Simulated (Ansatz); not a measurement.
**Residual resistivity of an alloy: Ta(100) with 4 layers of random Ta-W, 2x2**

Aim: the residual resistivity of a random alloy, from Ta(100) with 4 layers of random Ta-W, 2x2 and longer regions.

Main program and level: Ansatz 0.2.0; Ansatz plane-wave DFT, PBE, PAW files; ballistic transport by layer matching (Landauer), zero bias; PAW set soft_1.

**1. The structure**

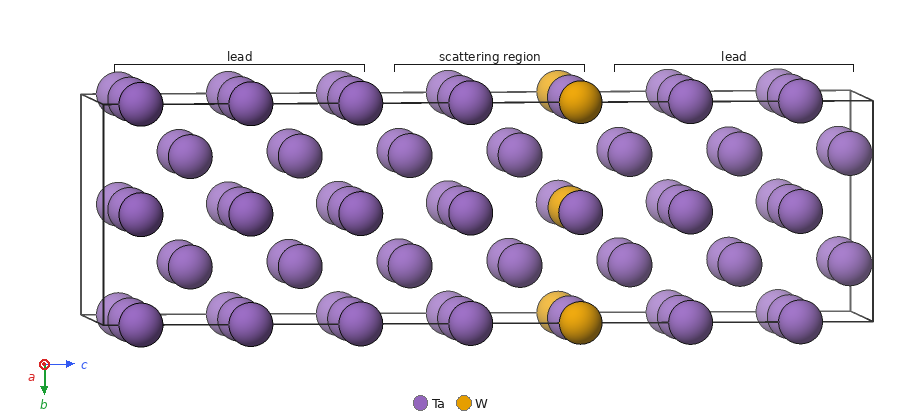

Start, viewed from the side, with the c axis across the page; tantalum purple, tungsten orange. Some periodic images of atoms are drawn too.

The cell holds 56 atoms: 54 Ta and 2 W. Cell: a = 6.605 Å, b = 6.605 Å, c = 23.118 Å, α = 90.0°, β = 90.0°, γ = 90.0°. It derives from Ta. Regions: lead, 40 atoms (40 Ta); scattering region, 16 atoms (14 Ta and 2 W). The structure is stacked along c, and the current runs across the ab planes.

**2. With 4 alloy layers**

In 4 layers a share of 0.125 of the sites is given to W at random. The layers about the cell's end stay perfect and serve as the lead. Energies from -0.05 to 0.05 eV in steps of 0.05 eV are too few for the program's thermal sum, so it prints no conductance; for a metal the transmission near the Fermi level serves, at a fraction of the cost.

File input.yaml:

```yaml
crystal:
  lattice:
    - [6.60512, 0.0, 0.0]
    - [0.0, 6.60512, 0.0]
    - [0.0, 0.0, 23.11792]
  atoms:
    - { symbol: Ta, position: [0.0, 0.0, 0.0357142857] }
    - { symbol: Ta, position: [0.0, 0.5, 0.0357142857] }
    - { symbol: Ta, position: [0.5, 0.0, 0.0357142857] }
    - { symbol: Ta, position: [0.5, 0.5, 0.0357142857] }
    - { symbol: Ta, position: [0.25, 0.25, 0.1071428571] }
    - { symbol: Ta, position: [0.25, 0.75, 0.1071428571] }
    - { symbol: Ta, position: [0.75, 0.25, 0.1071428571] }
    - { symbol: Ta, position: [0.75, 0.75, 0.1071428571] }
    - { symbol: Ta, position: [0.0, 0.0, 0.1785714286] }
    - { symbol: Ta, position: [0.0, 0.5, 0.1785714286] }
    - { symbol: Ta, position: [0.5, 0.0, 0.1785714286] }
    - { symbol: Ta, position: [0.5, 0.5, 0.1785714286] }
    - { symbol: Ta, position: [0.25, 0.25, 0.25] }
    - { symbol: Ta, position: [0.25, 0.75, 0.25] }
    - { symbol: Ta, position: [0.75, 0.25, 0.25] }
    - { symbol: Ta, position: [0.75, 0.75, 0.25] }
    - { symbol: Ta, position: [0.0, 0.0, 0.3214285714] }
    - { symbol: Ta, position: [0.0, 0.5, 0.3214285714] }
    - { symbol: Ta, position: [0.5, 0.0, 0.3214285714] }
    - { symbol: Ta, position: [0.5, 0.5, 0.3214285714] }
    - { symbol: Ta, position: [0.25, 0.25, 0.3928571429] }
    - { symbol: Ta, position: [0.25, 0.75, 0.3928571429] }
    - { symbol: Ta, position: [0.75, 0.25, 0.3928571429] }
    - { symbol: Ta, position: [0.75, 0.75, 0.3928571429] }
    - { symbol: Ta, position: [0.0, 0.0, 0.4642857143] }
    - { symbol: Ta, position: [0.0, 0.5, 0.4642857143] }
    - { symbol: Ta, position: [0.5, 0.0, 0.4642857143] }
    - { symbol: Ta, position: [0.5, 0.5, 0.4642857143] }
    - { symbol: Ta, position: [0.25, 0.25, 0.5357142857] }
    - { symbol: Ta, position: [0.25, 0.75, 0.5357142857] }
    - { symbol: Ta, position: [0.75, 0.25, 0.5357142857] }
    - { symbol: Ta, position: [0.75, 0.75, 0.5357142857] }
    - { symbol: W, position: [0.0, 0.0, 0.6071428571] }
    - { symbol: Ta, position: [0.0, 0.5, 0.6071428571] }
    - { symbol: Ta, position: [0.5, 0.0, 0.6071428571] }
    - { symbol: W, position: [0.5, 0.5, 0.6071428571] }
    - { symbol: Ta, position: [0.25, 0.25, 0.6785714286] }
    - { symbol: Ta, position: [0.25, 0.75, 0.6785714286] }
    - { symbol: Ta, position: [0.75, 0.25, 0.6785714286] }
    - { symbol: Ta, position: [0.75, 0.75, 0.6785714286] }
    - { symbol: Ta, position: [0.0, 0.0, 0.75] }
    - { symbol: Ta, position: [0.0, 0.5, 0.75] }
    - { symbol: Ta, position: [0.5, 0.0, 0.75] }
    - { symbol: Ta, position: [0.5, 0.5, 0.75] }
    - { symbol: Ta, position: [0.25, 0.25, 0.8214285714] }
    - { symbol: Ta, position: [0.25, 0.75, 0.8214285714] }
    - { symbol: Ta, position: [0.75, 0.25, 0.8214285714] }
    - { symbol: Ta, position: [0.75, 0.75, 0.8214285714] }
    - { symbol: Ta, position: [0.0, 0.0, 0.8928571429] }
    - { symbol: Ta, position: [0.0, 0.5, 0.8928571429] }
    - { symbol: Ta, position: [0.5, 0.0, 0.8928571429] }
    - { symbol: Ta, position: [0.5, 0.5, 0.8928571429] }
    - { symbol: Ta, position: [0.25, 0.25, 0.9642857143] }
    - { symbol: Ta, position: [0.25, 0.75, 0.9642857143] }
    - { symbol: Ta, position: [0.75, 0.25, 0.9642857143] }
    - { symbol: Ta, position: [0.75, 0.75, 0.9642857143] }
kpoints:
  mp_grid: { grid: [4, 4, 1] }
hamiltonian:
  xc: pbe
  pseudopotentials: { kind: paw, azcp: { folder: soft_1 } }
scf:
  occupations: { method: fermi_dirac, width: 0.1 }
output:
  transmission: { leads: [[0, 4]], kmesh: [8, 8], e_range: [-0.05, 0.05], de: 0.05 }
  write_potential: true
  write_density: true
  volumetric_format: npy
```

Command:

```sh
$ ansatz run input.yaml --threads 8 --pin off --max-ram 15360MiB --backend cpu --events-out ev --progress --plain --runs-dir out
```

Numbers of over 12 decimals in the logs are rounded to 6 here.

What it wrote:

```text
Engine: ansatz 0.2.0, aarch64-unknown-linux-gnu
Pseudopotentials: kind: paw
Pseudopotential: Ta, paw, valence charge 13, recommended cutoff 420 eV (normal), soft_1/Ta.paw.azcp
Pseudopotential: W, paw, valence charge 14, recommended cutoff 420 eV (normal), soft_1/W.paw.azcp
Functional definition: PBE
  parameter kappa = 0.804
  parameter beta = 0.066725
  exchange = pbe_x(kappa = kappa, mu = beta*pi^2/3)
  correlation = pbe_c(beta = beta)
Crystal: 56 atoms, lattice volume = 1008.580 Å³
Basis set: ecut = 420 eV, 19677 PW (Γ)
Bands: 438, of which v1, the nominal top of the filled ones, is band 365 counted from 1 (364 counted from 0)
Symmetry: 32 space group operations
Space group: P4/mmm (ITA 123), of the structure as read, at distance tolerance 1.0e-4 Å
k-points: 6 of 16
Non-local potential: Ta, projectors of the file, l = 0: 3, l = 1: 2, l = 2: 2, l = 3: 1
Non-local potential: W, projectors of the file, l = 0: 3, l = 1: 2, l = 2: 2, l = 3: 1
PAW form: soft (Blöchl's): semilocal exchange-correlation on the pseudo side does not see the compensation charge
PAW one-centre angular grid: Ta, 590 points (default); XC on 64 Gauss nodes
PAW one-centre angular grid: W, 590 points (default); XC on 64 Gauss nodes
Initial density: superposition of atomic densities (chi_scale 0.1, normalization cell, long waves of neutral atoms (reshape's long-wave potential 3.59 eV rms, cloud 3.32 Å wide))
Initial wavefunctions: pseudopotential atomic-orbital guess
Functional: x = pbe(κ = 0.804, μ = 0.219515), c = pbe(β = 0.066725)
SCF iter   1: F=—  HF=-557197.349261 eV  |F-HF|=—  |Δ(HF+E_count)|=         —  Δρ=7.42e-2  dr2=1.01e3  ethr=3.10e-3  ⟨swp⟩=6.7  Hψ=10856  notcnv=0
preconditioner: auto → Kerker (q_TF=auto, 2.585 Å⁻¹)  [metal: Δε(μ)=0.010 eV  Ē_g=4.366 eV  σ=0.100 eV  W_gap=0.02  n_scr=294 (ndim 8)  ℏωp=19.6 eV  f_vac=0.000  D(μ)=60.94/eV (n_scr^D=636)]
SCF iter   2: F=—  HF=-557172.404878 eV  |F-HF|=—  |Δ(HF+E_count)|=    2.49e1  Δρ=3.36e-2  dr2=1.11e2  ethr=3.10e-3  ⟨swp⟩=4.2  Hψ=6016  notcnv=0  defer=67
SCF iter   3: F=—  HF=-557168.345336 eV  |F-HF|=—  |Δ(HF+E_count)|=    4.06e0  Δρ=1.31e-2  dr2=3.20e0  ethr=3.10e-3  ⟨swp⟩=5.3  Hψ=7366  notcnv=0  defer=83
SCF iter   4: F=—  HF=-557167.920043 eV  |F-HF|=—  |Δ(HF+E_count)|=   4.25e-1  Δρ=3.59e-3  dr2=1.26e-1  ethr=4.38e-4  ⟨swp⟩=4.3  Hψ=3848  notcnv=0  defer=80
SCF iter   5: F=—  HF=-557167.906129 eV  |F-HF|=—  |Δ(HF+E_count)|=   1.39e-2  Δρ=9.59e-4  dr2=1.80e-2  ethr=1.73e-5  ⟨swp⟩=2.0  Hψ=3358  notcnv=0  defer=81
SCF iter   6: F=—  HF=-557167.904182 eV  |F-HF|=—  |Δ(HF+E_count)|=   1.95e-3  Δρ=1.47e-4  dr2=6.30e-4  ethr=2.46e-6  ⟨swp⟩=2.2  Hψ=4345  notcnv=0  defer=81
SCF iter   7: F=—  HF=-557167.904084 eV  |F-HF|=—  |Δ(HF+E_count)|=   9.76e-5  Δρ=2.81e-5  dr2=3.17e-5  ethr=8.63e-8  ⟨swp⟩=2.0  Hψ=4504  notcnv=0  defer=81
SCF iter   8: F=—  HF=-557167.903441 eV  |F-HF|=—  |Δ(HF+E_count)|=   6.44e-4  Δρ=9.93e-6  dr2=2.47e-6  ethr=4.34e-9  ⟨swp⟩=2.0  Hψ=3255  notcnv=0  defer=91
SCF iter   9: F=-557167.903440 eV  HF=-557167.903440 eV  |F-HF|=9.43e-9  |Δ(HF+E_count)|=   3.43e-7  Δρ=9.10e-7  dr2=1.31e-8  ethr=1.37e-11  ⟨swp⟩=14.5  Hψ=11946  notcnv=0
SCF 1 converged in 9 iterations: F = -557167.903440 eV  dr2 = 1.31e-8
  greatest PAW one-centre occupation: 0.999 electrons in one spin orbital (limit 2), on the W atom at site 35 (counted from 0), in its partial waves of l = 0
transmission: 72 of 630 steps passed
transmission: 126 of 630 steps passed
[...]
transmission: 630 of 630 steps passed
SCF converged after 9 iterations
Free energy (F): -557167.903440 eV
Harris-Foulkes:  -557167.903440 eV  (|F-HF|=9.43e-9)
Internal energy: -557165.659215 eV  (E = F + TS)
E sigma→0 (E₀):  -557166.781327 eV
Entropy (-TS):   -2.244226 eV (-40.075 meV/atom)
Fermi energy:    18.522643 eV
--- Per-component energies (eV) ---
  E_band       = -5921.044023
  E_kinetic    = 22087.918759
  E_local      = -30858.077424  (includes V_loc(G=0)·N_el)
  E_nonlocal   = -643.322080
  E_hartree    = 11230.385167
  E_xc         = -17882.105323
  E_vxc        = -13078.092139  (∫ρ·V_xc dr)
  E_paw        = -465606.421572  (= ΣΔE_a)
  E_vpaw       = -5890.250028  (= ΣTr[D̂ρ^β])
  E_aug_tail   = 0.005550  (compensation charges beyond the density's cutoff)
  E_ewald      = -75494.042292
  E_smearing   = -2.244226  (= −TS)
  E_closure    = 0.000000  (closes the sum)
  Σ components = -557167.903440   (vs F -557167.903440, Δ=0.00e0)
--- Band table (eV; the first three rows and the last of 6) ---
  k-point 0: bands = [... 361 lower, 19.1764, 19.1900, 19.1900, 19.2362, 19.2362, 19.3848, 19.4081, 19.4081, ... 69 higher]
  k-point 1: bands = [... 361 lower, 18.8679, 18.8790, 18.8957, 18.9140, 18.9332, 18.9715, 18.9745, 19.0013, ... 69 higher]
  k-point 2: bands = [... 361 lower, 18.3479, 18.4100, 18.4100, 18.4285, 18.4285, 18.5573, 18.5573, 18.5631, ... 69 higher]
  k-point 5: bands = [... 361 lower, 17.9270, 17.9451, 17.9451, 17.9476, 17.9476, 17.9568, 17.9568, 17.9617, ... 69 higher]
--- Transmission ---
  basis      : 377 plane waves across, 42 finite elements along
  points     : 15, standing for a mesh of 8 x 8
  energies   : 3 from -0.050000 to 0.050000 eV about the Fermi level, 0.050000 eV apart; the leads are filled to 0.000000 eV, and channels, transmission and decay are at 0.000000 eV
  crystal 0  : Ta4, at the sites [0, 4], period 1.6513 Å, over 21.47 Å; its Hamiltonian steps by up to 0.8 meV
    offset         : up to 0.0000 Å between an atom of the period and one for which it stands
    channels       : 1.048438e1 a spin
    conductance    : none, the energies end too early or step too widely for 300 K: set another output.transmission.e_range or a lower de, or, where they end at an eighth of basis.ecutwfc, a higher one
  junction   : crystal 0 to crystal 0, 2.60 to 24.07 Å
    transmission   : 9.317918e0 a spin
    conductance    : none, the energies end too early or step too widely for 300 K: set another output.transmission.e_range or a lower de, or, where they end at an eighth of basis.ecutwfc, a higher one
```

It took 4.3 min on 8 threads of Arm Neoverse V2, shared host; peak memory 10 GiB; 27 min of CPU time.

This step gave:

| Quantity | Value |
| --- | --- |
| free energy | -557167.9034 eV |
| energy at zero smearing | -557166.7813 eV |
| Fermi energy | 18.52 eV |
| cell area | 43.63 Å² |
| transmission per spin nearest the Fermi level | 9.318 |
| open channels per spin nearest the Fermi level | 10.48 |
| step of the lead's potential | 0.8 meV |

Per spin. Transmission, zone mean against energy, zero at the Fermi level:

```csv
energy (eV),"transmission, zone mean"
-0.0500,9.38
0.0000,9.32
0.0500,8.89
```

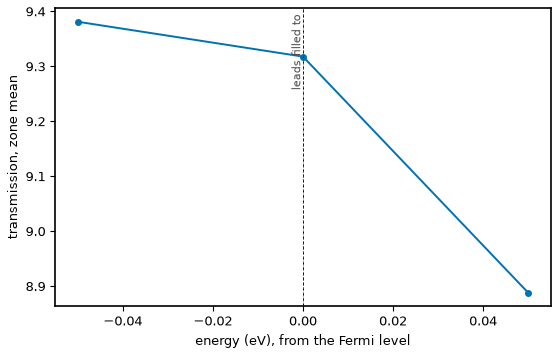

Transmission, zone mean, plotted against energy.

Per spin. Open channels, zone mean, lead against energy, zero at the Fermi level:

```csv
energy (eV),"open channels, zone mean, lead"
-0.0500,10.3
0.0000,10.5
0.0500,9.98
```

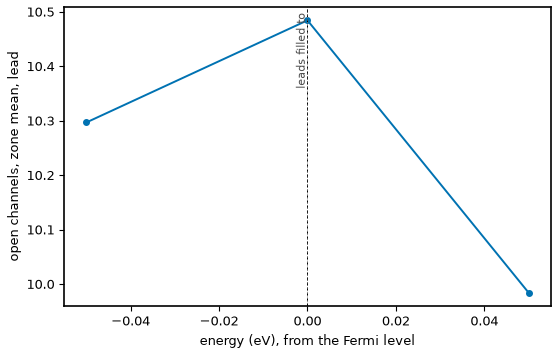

Open channels, zone mean, lead against energy.

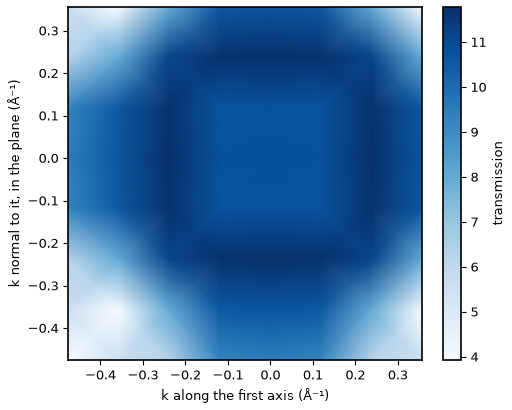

Transmission over k1 and k2. At 0.0000 eV from the Fermi level.

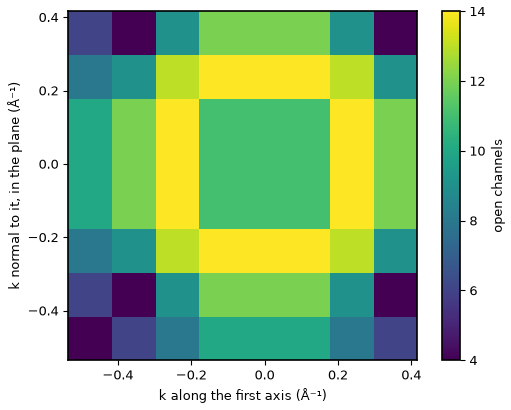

Open channels over k1 and k2. At 0.0000 eV from the Fermi level.

Over the solved energies the transmission per spin lies between 8.89 and 9.38, out of 10.3 channels of the lead on average (up to 10.5).

(Continued in part 2 of 2.)

[Logs are printed without paths, hosts, clocks, repeated set-up lines and the standing remarks that a program may print on its own settings, such as how far it seeks lower states.]

[Hosts, paths, dates, database ids (printed as entryN), source tags and the programs' standing remarks are cut or masked in the printed files.]
